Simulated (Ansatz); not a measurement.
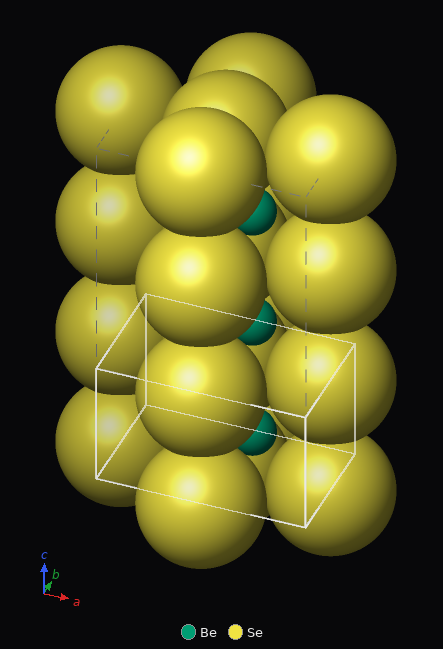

Shown here is a space-filling view of the crystal, taken slightly off an axis. A block of 1×1×3 cells is shown, with one conventional unit cell in solid outline.

Be2Se3, space group P6/mmm (No. 191), a = 6.89 Å, b = 6.89 Å, c = 2.87 Å, α = 90.00°, β = 90.00°, γ = 120.00°.

Results below were computed with DFT PBE, scalar-relativistic, plane waves, PAW in Ansatz; the settings were a basis cut at 420 eV, a 6×6×12 k-point grid, Gaussian smearing of 0.1 eV, no spin polarisation.

**What is the electronic character?**

A metal: bands cross the Fermi level.

**Would the cell expand or shrink if it could?**

The computed pressure is 0.0 GPa, close to zero.

The initial geometry was a random cell made by a generator, so it need not be a real form of the compound. Earlier steps of the study, as a rule a relaxation of our own, may have changed the cell and positions, so they can lie some per cent off the listed ones. An electronic-structure calculation with Ansatz was run on it.
